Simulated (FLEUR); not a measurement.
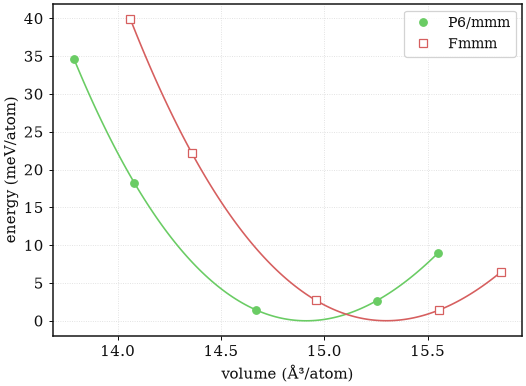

Calculation (FLEUR MaX-R8.1 (later development tree)): all-electron LAPW DFT, no spin polarisation; energies at scaled volumes of the given cell, shape and fractions fixed, counted from the fit's minimum, third-order Birch-Murnaghan fit. Level: r2SCAN.

```json
{"setting": "occupations", "value": "Fermi–Dirac"}
{"setting": "smearing width", "value": "0.05 eV"}
{"setting": "potentials", "value": "all electron"}
```

Energy against volume, with one curve for each structure, for Si. Each energy curve has its own zero, so the curves don't rank the structures.

Settings that differ: P6/mmm: k mesh 12×12×11; Fmmm: k mesh 8×8×8.

The fitted equilibrium volumes, smallest first, are P6/mmm 14.912, Fmmm 15.300 Å³/atom. The fitted bulk moduli, smallest first, are Fmmm 109.4, P6/mmm 113.5 GPa.

Caveats: shape and atomic fractions are frozen while scaling, which makes layered, chain and framework solids too stiff.
